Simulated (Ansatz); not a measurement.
System: a (111) slab cut from SnO (P4/nmm), unrelaxed, ended by Sn planes, 20 atoms in the cell.

```
Sn O
1.0
     5.38536    0.00000    0.00000
    -2.69268    5.62105    0.00000
     0.00000    0.00000   25.71919
Sn O
10 10
Direct
  0.28219 0.06438 0.29161
  0.98833 0.47667 0.34078
  0.66745 0.83491 0.38351
  0.37360 0.24719 0.43269
  0.05272 0.60543 0.47541
  0.75886 0.01772 0.52459
  0.43798 0.37596 0.56731
  0.14412 0.78824 0.61649
  0.82324 0.14648 0.65922
  0.52938 0.55877 0.70839
  0.38526 0.77053 0.31620
  0.88526 0.77053 0.31620
  0.77053 0.54105 0.40810
  0.27053 0.54105 0.40810
  0.15579 0.31158 0.50000
  0.65579 0.31158 0.50000
  0.54105 0.08210 0.59190
  0.04105 0.08210 0.59190
  0.92631 0.85263 0.68380
  0.42631 0.85263 0.68380
```

Ansatz 0.2.0; DFT r2SCAN, scalar-relativistic, plane waves, PAW, no spin polarisation, 7×6×1 k mesh, Gaussian smearing of 0.05 eV.

What does the potential across the slab give for the band edges against vacuum?

From the vacuum level at the right face the ionisation potential is 4.07 eV and the electron affinity 3.37 eV; the left face gives the same. The slab's gap, their difference before rounding, is 0.70 eV. The two vacuum levels agree, so the slab has no net dipole along its normal. The outermost atoms are 10.7 Å apart, which leaves 15.0 Å of vacuum in a cell 25.7 Å high.

The atoms aren't at rest in this cell (largest force 3.4 eV/Å), so the relaxed material can differ.

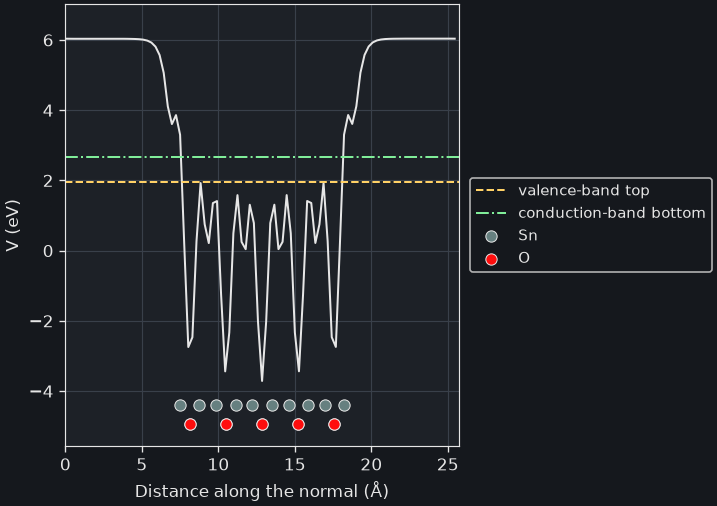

Plane-averaged electrostatic potential energy of an electron across the slab; circles at the bottom mark the heights of the atoms.
